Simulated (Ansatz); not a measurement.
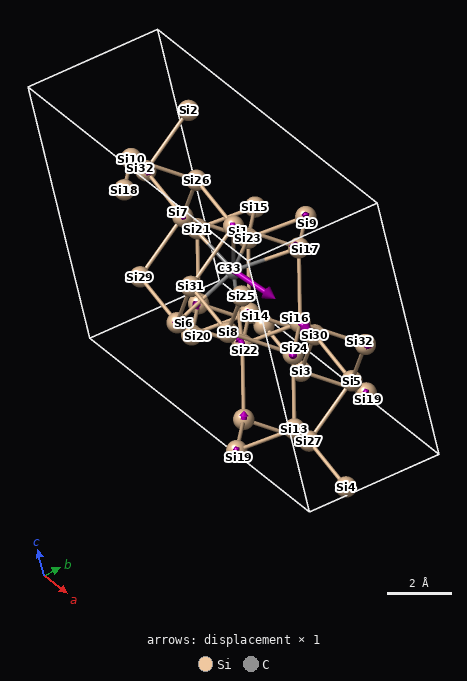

This is a relaxation of a defect cell of composition Si₃₂C. The starting structure is drawn; purple arrows show the displacements, at their true length.

A ball-and-stick model of the cell of the calculation (origin shifted), seen slightly off an axis.

Case: C interstitial, charge +0, atoms relaxed.

These are results of Ansatz 0.2.0, DFT PBE, scalar-relativistic, plane waves, PAW, not measurements. Set-up: plane-wave cutoff 420 eV; k-point mesh 2 × 2 × 2; occupations gaussian; smearing width 0.02 eV; mesh shifted by (0.5, 0.5, 0.5); no spin polarisation; atoms relaxed in a fixed cell; force threshold 0.02 eV/Å; at most 60 steps.

Atoms of which element are displaced furthest, and by how much?

Answer. Carbon: up to 1.68 Å, against 0.53 Å for silicon.

What did the optimiser do to the structure, and how much energy did it gain?

Answer. The atom that moves furthest is the C atom (1.68 Å along +a). By element the largest moves are C 1.68 Å, Si 0.53 Å. The cell stays as it was. Near-neighbour distances that change, for instance: C–Si 2.614 → 4.134 Å, C–Si 2.873 → 1.748 Å, C–Si 2.452 → 3.468 Å, C–Si 2.519 → 3.347 Å. New bonds form: C–Si (2.87 → 1.75 Å). Among the angles between lasting bonds that change: Si–Si–C 174.0° → 123.4°, Si–Si–C 64.3° → 105.9°, Si–Si–C 72.8° → 101.3°. After 16 geometry steps the energy has fallen by 2.759 eV per cell of the calculation. The largest force component goes from 0.63 to 0.0086 eV/Å.
